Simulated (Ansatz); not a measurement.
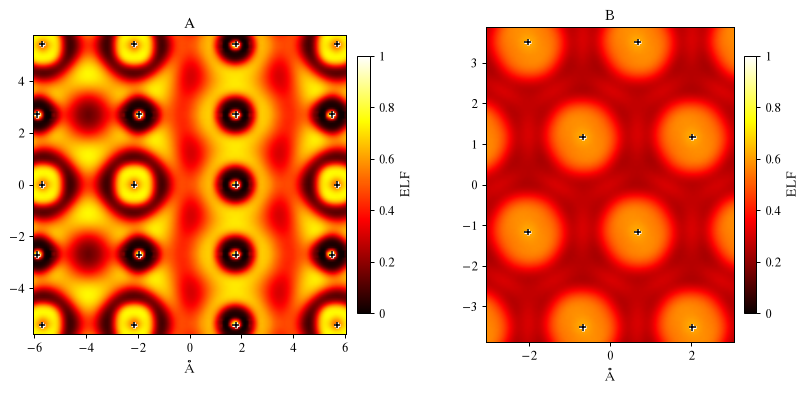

The electron localisation function of 2 systems, each on a plane through atoms (crosses mark nuclei in the plane).

These are results of DFT LDA, scalar-relativistic, plane waves, PAW (Ansatz), not measurements.

System 1: Pt, the (001) plane of the calculation cell. Space group P2₁/m; a point of a scan over the structure, not its minimum; a structure from a database of computed crystals, not necessarily the ambient phase; PAW files of the earlier set (soft_1).

```
CELL_PARAMETERS angstrom
2.70829 0.00000 0.00000
-1.35415 2.34545 0.00000
0.00000 0.00000 9.35302
ATOMIC_POSITIONS crystal
Pt 0.59650 0.28899 0.37500
Pt 0.59650 0.28899 0.87500
Pt 0.40350 0.71101 0.12500
Pt 0.40350 0.71101 0.62500
```

System 2: TiAl₂, the (101̄) plane of the conventional cell. Space group Cmmm; a point of a scan over the structure, not its minimum; not relaxed (largest force 0.3 eV/Å); computed pressure about 12 GPa in this cell; computed without spin polarisation; PAW files of the earlier set (soft_1).

### Which map belongs to which system?

Panel A is system 2, TiAl₂: the plane holds Ti and Al. Panel B is system 1, Pt: the plane holds Pt. Pt–Pt (2.71 Å): the ELF is about 0.30 at the midpoint: no localised pair shows between them.
